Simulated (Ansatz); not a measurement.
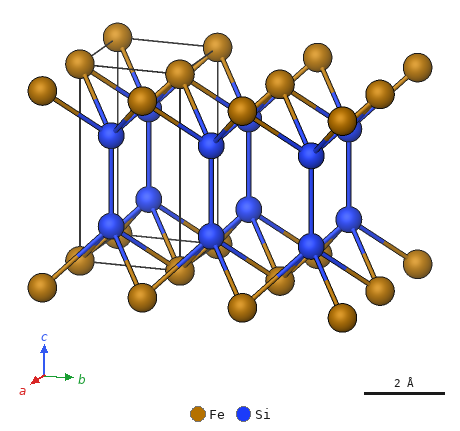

This is the input geometry for a relaxation of solid FeSi₂ (set up in P4/mmm). Style: ball-and-stick. Shown: the cell of the calculation, repeated 2 × 3 × 1 with one cell outlined, slightly off an axis.

Level of theory: DFT PBEsol, scalar-relativistic, plane waves, PAW (Ansatz 0.2.0).

Input
```yaml
crystal:
  lattice:
    - [2.684, 0.0, 0.0]
    - [0.0, 2.684, 0.0]
    - [0.0, 0.0, 5.128]
  atoms:
    - { symbol: Fe, position: [0.0, 0.0, 0.0] }
    - { symbol: Si, position: [0.5, 0.5, 0.27] }
    - { symbol: Si, position: [0.5, 0.5, 0.73] }
basis:
  ecutwfc: 420
kpoints:
  mp_grid: { grid: [16, 16, 8] }
hamiltonian:
  xc: pbesol
scf:
  occupations: { method: gaussian, width: 0.1 }
output:
  forces: true
  stress: true
  eigenvalues: true
  write_density: true
  write_potential: true
  elf: true
  volumetric_format: npy
relax:
  adjacent_minimum: "off"
  f_tol: 0.005
  max_steps: 80
  cell: { stress_tol: 0.05 }
```

Run as
```bash
ansatz run input.yaml --threads 1 --pin off --max-ram 2560MiB --backend cpu --events-out ev --progress --plain --runs-dir out
```

What does the optimiser find from here?

Answer. The largest moves relative to the cell, 0.010 Å, are those of Si2 and Si3. Si3 goes along −c. Fe stays in place. Cell: a = b 2.684 → 2.676 Å (−0.3 %), c 5.128 → 5.106 Å (−0.4 %). Volume −1.0 %. Near-neighbour distances that change, for instance: Si2–Si3 2.359 → 2.329 Å. The space group stays P4/mmm (No. 123). The energy falls by 4.8 meV per cell of the calculation in 3 accepted moves (4 points after the start). Largest force component: 0.27 eV/Å at the start, 0.00089 eV/Å at the end. The pressure goes from −1.64 to −0.02 GPa. At 1 point the geometry stayed and the basis and grid were re-selected for the new cell (energy shift of 0.1 meV per cell of the calculation at most each time). Cost: 46 s on 1 thread of Arm Neoverse V1, on a shared host, peak memory 0.41 GiB.

Limits of the set-up: an element that often carries a moment was run without spin polarisation.
